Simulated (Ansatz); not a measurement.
## Two runs on C

System: C (10 atoms in the cell).
Method of run 1: DFT PBE, scalar-relativistic, plane waves, PAW, no spin polarisation (Ansatz 0.2.0).

The structure derives from an entry of the Crystallography Open Database. Text and figures count atoms from 1; the logs count them from 0 in places.

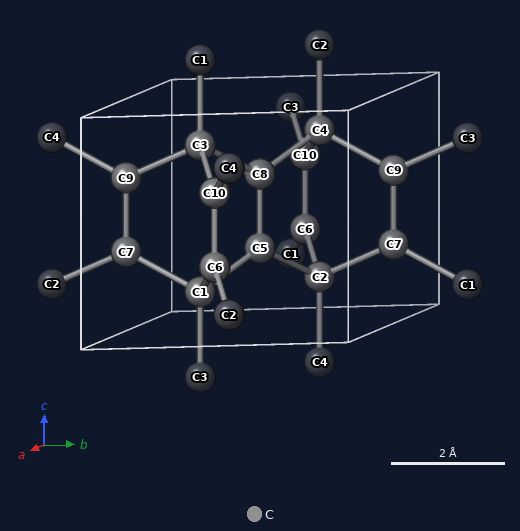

Fig. 1: The structure as given in the input (ball-and-stick view of the cell of the calculation, seen slightly off an axis; neighbours outside the cell are drawn fainter; atoms are numbered from 1 in the order of the input). Near neighbours in the crystal (not all of them lie inside the picture): C has 4 C at 1.53 to 1.54 Å; C has 3 C at 1.33 to 1.54 Å.

**The input, run 1**
```yaml
crystal:
  lattice:
    - [4.8371701216, 0.0, 0.0]
    - [-2.4185850608, 4.1891122077, 0.0]
    - [0.0, 0.0, 4.1724817111]
  atoms:
    - { symbol: C, position: [0.6666666667, 0.3333333333, 0.1839325] }
    - { symbol: C, position: [0.3333333333, 0.6666666667, 0.1839325] }
    - { symbol: C, position: [0.6666666667, 0.3333333333, 0.8160675] }
    - { symbol: C, position: [0.3333333333, 0.6666666667, 0.8160675] }
    - { symbol: C, position: [0.5, 0.5, 0.3404600926] }
    - { symbol: C, position: [0.0, 0.5, 0.3404600926] }
    - { symbol: C, position: [0.5, 0.0, 0.3404600926] }
    - { symbol: C, position: [0.5, 0.5, 0.6595399074] }
    - { symbol: C, position: [0.5, 0.0, 0.6595399074] }
    - { symbol: C, position: [0.0, 0.5, 0.6595399074] }
basis:
  ecutwfc: 420
kpoints:
  mp_grid: { grid: [12, 12, 10] }
hamiltonian:
  xc: pbe
scf:
  occupations: { method: gaussian, width: 0.15 }
output:
  forces: true
  stress: true
  eigenvalues: true
```

Launched with:
```bash
ansatz run input.yaml --threads 2 --pin off --max-ram 5120MiB --backend cpu --events-out ev --progress --plain --runs-dir out
```

Hardware: 2 threads of Intel Xeon @ 2.50GHz (Skylake/Cascade Lake), 64 GiB of memory available, shared host.

**Output, shortened to warnings, some set-up lines, iterations and results (run 1)**
```
Basis set: ecut = 420 eV, 1639 PW (Γ), exchange–correlation on 72×72×60 points (8 copies of the dense FFT grid, shifted against one another)
Symmetry: 24 space group operations
k-points: 114 of 1440
Initial density: superposition of atomic densities (neutral atoms: chi_scale 0, normalization atom), corrected by the library's trained network
[...]
SCF iter   1: F=—  HF=-2503.863687 eV  |F-HF|=—  |Δ(HF+E_count)|=         —  Δρ=1.86e-2  dr2=4.02e-1  ethr=1.77e-3  ⟨swp⟩=6.0  Hψ=16321  notcnv=0  defer=46
SCF iter   2: F=—  HF=-2503.783942 eV  |F-HF|=—  |Δ(HF+E_count)|=   7.97e-2  Δρ=1.02e-2  dr2=1.24e-1  ethr=1.00e-3  ⟨swp⟩=1.2  Hψ=4360  notcnv=0  defer=70
SCF iter   3: F=—  HF=-2503.753265 eV  |F-HF|=—  |Δ(HF+E_count)|=   3.07e-2  Δρ=2.35e-3  dr2=1.26e-2  ethr=3.10e-4  ⟨swp⟩=2.1  Hψ=4317  notcnv=0  defer=70
SCF iter   4: F=—  HF=-2503.754603 eV  |F-HF|=—  |Δ(HF+E_count)|=   1.34e-3  Δρ=1.15e-3  dr2=3.14e-3  ethr=3.14e-5  ⟨swp⟩=2.3  Hψ=4749  notcnv=0  defer=70
SCF iter   5: F=—  HF=-2503.757393 eV  |F-HF|=—  |Δ(HF+E_count)|=   2.79e-3  Δρ=3.65e-4  dr2=2.02e-4  ethr=7.84e-6  ⟨swp⟩=2.2  Hψ=4930  notcnv=0  defer=70
SCF iter   6: F=—  HF=-2503.757881 eV  |F-HF|=—  |Δ(HF+E_count)|=   4.87e-4  Δρ=8.34e-5  dr2=1.00e-5  ethr=5.05e-7  ⟨swp⟩=2.1  Hψ=5224  notcnv=0  defer=70
SCF iter   7: F=—  HF=-2503.757918 eV  |F-HF|=—  |Δ(HF+E_count)|=   3.77e-5  Δρ=2.26e-5  dr2=8.58e-7  ethr=2.50e-8  ⟨swp⟩=2.3  Hψ=5535  notcnv=0  defer=424
SCF iter   8: F=—  HF=-2503.757919 eV  |F-HF|=—  |Δ(HF+E_count)|=   4.26e-7  Δρ=8.52e-6  dr2=1.48e-7  ethr=2.50e-10  ⟨swp⟩=11.6  Hψ=18302  notcnv=0
SCF iter   9: F=-2503.757919 eV  HF=-2503.757919 eV  |F-HF|=3.19e-8  |Δ(HF+E_count)|=   1.85e-7  Δρ=2.62e-6  dr2=9.28e-9  ethr=2.50e-10  ⟨swp⟩=5.8  Hψ=13396  notcnv=0
SCF 1 converged in 9 iterations: F = -2503.757919 eV  dr2 = 9.28e-9
SCF converged after 9 iterations
Free energy (F): -2503.757919 eV
Harris-Foulkes:  -2503.757919 eV  (|F-HF|=3.19e-8)
Internal energy: -2503.751309 eV  (E = F + TS)
E sigma→0 (E₀):  -2503.754614 eV
Entropy (-TS):   -0.006610 eV (-0.661 meV/atom)
Fermi energy:    8.092658 eV
--- Per-component energies (eV) ---
  E_band       = -47.998057
  E_kinetic    = 908.756518
  E_local      = -1643.502478  (includes V_loc(G=0)·N_el)
  E_nonlocal   = 269.741529
  E_hartree    = 539.339990
  E_xc         = -480.320861
  E_vxc        = -595.140944  (∫ρ·V_xc dr)
  E_paw        = -992.205144  (= ΣΔE_a)
  E_vpaw       = -66.531200  (= ΣTr[D̂ρ^β])
  E_aug_tail   = 0.000085  (compensation charges beyond the density's cutoff)
  E_ewald      = -1105.560949
  E_smearing   = -0.006610  (= −TS)
  E_closure    = -0.000000  (closes the sum)
  Σ components = -2503.757919   (vs F -2503.757919, Δ=0.00e0)
--- Forces (eV/Å), atoms counted from 1 ---
  atom   1  C     -0.00000000     0.00000000    -0.00059138
  atom   2  C     -0.00000000    -0.00000000    -0.00059138
  atom   3  C      0.00000000     0.00000000     0.00059138
  atom   4  C      0.00000000    -0.00000000     0.00059138
  atom   5  C      0.00000000     0.00000000    -0.02458868
  atom   6  C      0.00000000     0.00000000    -0.02458868
  atom   7  C      0.00000000     0.00000000    -0.02458868
  atom   8  C      0.00000000     0.00000000     0.02458868
  atom   9  C      0.00000000     0.00000000     0.02458868
  atom  10  C     -0.00000000     0.00000000     0.02458868
  max |Σ_I F_I| component: 3.70e-17 eV/Å
--- Stress (GPa, compression-positive) ---
       -0.057255       0.000000       0.000000
        0.000000      -0.057255       0.000000
        0.000000       0.000000       0.095778
  P = ⅓ Tr σ = -0.0062 GPa (-0.062 kbar)
```

For run 2 the input was changed thus:
```diff
+  dispersion: d3bjatm
```

How does run 2 compare with run 1?

The total energies belong to different models, so their difference says nothing on which is more stable or more accurate. The pressure goes from −0.01 to −0.37 GPa. The largest force goes from 0.025 to 0.057 eV/Å. The dispersion correction adds attraction between all atoms, which pulls the cell inwards and lowers the pressure. The number of SCF iterations is the same.

**Output, shortened to warnings, some set-up lines, iterations and results (run 2)**
```
Basis set: ecut = 420 eV, 1639 PW (Γ), exchange–correlation on 72×72×60 points (8 copies of the dense FFT grid, shifted against one another)
Symmetry: 24 space group operations
k-points: 114 of 1440
Initial density: superposition of atomic densities (neutral atoms: chi_scale 0, normalization atom), corrected by the library's trained network
[...]
SCF iter   1: F=—  HF=-2505.177681 eV  |F-HF|=—  |Δ(HF+E_count)|=         —  Δρ=1.86e-2  dr2=4.02e-1  ethr=1.77e-3  ⟨swp⟩=6.0  Hψ=16321  notcnv=0  defer=46
SCF iter   2: F=—  HF=-2505.097936 eV  |F-HF|=—  |Δ(HF+E_count)|=   7.97e-2  Δρ=1.02e-2  dr2=1.24e-1  ethr=1.00e-3  ⟨swp⟩=1.2  Hψ=4360  notcnv=0  defer=70
SCF iter   3: F=—  HF=-2505.067258 eV  |F-HF|=—  |Δ(HF+E_count)|=   3.07e-2  Δρ=2.35e-3  dr2=1.26e-2  ethr=3.10e-4  ⟨swp⟩=2.1  Hψ=4317  notcnv=0  defer=70
SCF iter   4: F=—  HF=-2505.068596 eV  |F-HF|=—  |Δ(HF+E_count)|=   1.34e-3  Δρ=1.15e-3  dr2=3.14e-3  ethr=3.14e-5  ⟨swp⟩=2.3  Hψ=4749  notcnv=0  defer=70
SCF iter   5: F=—  HF=-2505.071387 eV  |F-HF|=—  |Δ(HF+E_count)|=   2.79e-3  Δρ=3.65e-4  dr2=2.02e-4  ethr=7.84e-6  ⟨swp⟩=2.2  Hψ=4930  notcnv=0  defer=70
SCF iter   6: F=—  HF=-2505.071874 eV  |F-HF|=—  |Δ(HF+E_count)|=   4.87e-4  Δρ=8.34e-5  dr2=1.00e-5  ethr=5.05e-7  ⟨swp⟩=2.1  Hψ=5224  notcnv=0  defer=70
SCF iter   7: F=—  HF=-2505.071912 eV  |F-HF|=—  |Δ(HF+E_count)|=   3.77e-5  Δρ=2.26e-5  dr2=8.58e-7  ethr=2.50e-8  ⟨swp⟩=2.3  Hψ=5535  notcnv=0  defer=424
SCF iter   8: F=—  HF=-2505.071912 eV  |F-HF|=—  |Δ(HF+E_count)|=   4.26e-7  Δρ=8.52e-6  dr2=1.48e-7  ethr=2.50e-10  ⟨swp⟩=11.6  Hψ=18302  notcnv=0
SCF iter   9: F=-2505.071912 eV  HF=-2505.071912 eV  |F-HF|=3.19e-8  |Δ(HF+E_count)|=   1.85e-7  Δρ=2.62e-6  dr2=9.28e-9  ethr=2.50e-10  ⟨swp⟩=5.8  Hψ=13396  notcnv=0
SCF 1 converged in 9 iterations: F = -2505.071912 eV  dr2 = 9.28e-9
SCF converged after 9 iterations
Free energy (F): -2505.071912 eV
Harris-Foulkes:  -2505.071912 eV  (|F-HF|=3.19e-8)
Internal energy: -2505.065302 eV  (E = F + TS)
E sigma→0 (E₀):  -2505.068607 eV
Entropy (-TS):   -0.006610 eV (-0.661 meV/atom)
Fermi energy:    8.092658 eV
--- Per-component energies (eV) ---
  E_band       = -47.998057
  E_kinetic    = 908.756518
  E_local      = -1643.502478  (includes V_loc(G=0)·N_el)
  E_nonlocal   = 269.741529
  E_hartree    = 539.339990
  E_xc         = -480.320861
  E_vxc        = -595.140944  (∫ρ·V_xc dr)
  E_paw        = -992.205144  (= ΣΔE_a)
  E_vpaw       = -66.531200  (= ΣTr[D̂ρ^β])
  E_aug_tail   = 0.000085  (compensation charges beyond the density's cutoff)
  E_ewald      = -1105.560949
  E_disp       = -1.313993  (pairwise vdW)
  E_smearing   = -0.006610  (= −TS)
  E_closure    = -0.000000  (closes the sum)
  Σ components = -2505.071912   (vs F -2505.071912, Δ=0.00e0)
--- Forces (eV/Å), atoms counted from 1 ---
  atom   1  C     -0.00000000     0.00000000    -0.05435042
  atom   2  C     -0.00000000    -0.00000000    -0.05435042
  atom   3  C     -0.00000000     0.00000000     0.05435042
  atom   4  C     -0.00000000    -0.00000000     0.05435042
  atom   5  C     -0.00000000     0.00000000    -0.05685533
  atom   6  C      0.00000000    -0.00000000    -0.05685533
  atom   7  C      0.00000000    -0.00000000    -0.05685533
  atom   8  C      0.00000000     0.00000000     0.05685533
  atom   9  C      0.00000000    -0.00000000     0.05685533
  atom  10  C      0.00000000     0.00000000     0.05685533
  max |Σ_I F_I| component: 4.97e-17 eV/Å
--- Stress (GPa, compression-positive) ---
       -0.270121       0.000000       0.000000
        0.000000      -0.270121       0.000000
        0.000000       0.000000      -0.583864
  P = ⅓ Tr σ = -0.3747 GPa (-3.747 kbar)
```

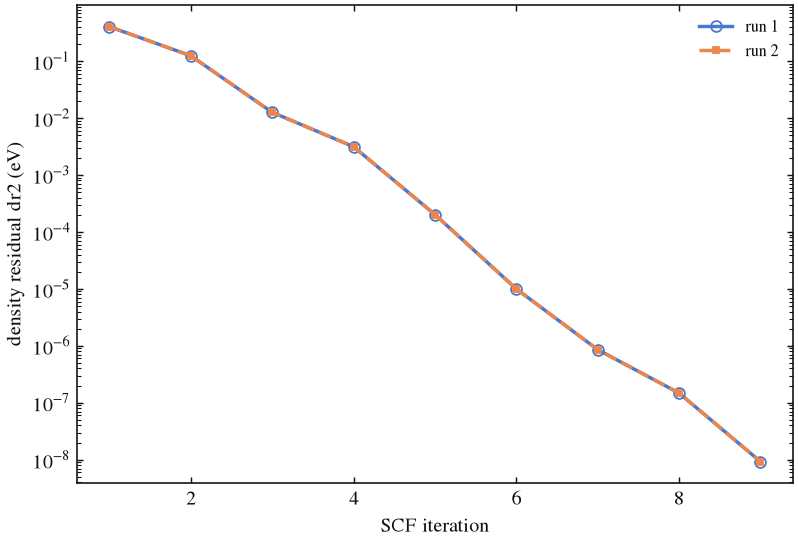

Fig. 2: Convergence of the two runs: density residual dr2 against the SCF iteration. Run 1 takes 9 iterations in all, and run 2 takes 9.

**The two runs side by side**

| quantity | run 1 | run 2 |
| --- | --- | --- |
| outcome | converged | converged |
| free energy per atom (eV) | −250.3758 | −250.5072 |
| energy per atom, smearing taken to zero (eV) | −250.3755 | −250.5069 |
| gap on the mesh (eV) | 0.00 | 0.00 |
| pressure (GPa) | −0.01 | −0.37 |
| largest force (eV/Å) | 0.025 | 0.057 |
| SCF iterations | 9 | 9 |
| irreducible k-points | 114 | 114 |
| plane waves at Γ | 1639 | 1639 |
| wall time (shared host) | 8.9 s | 9.8 s |
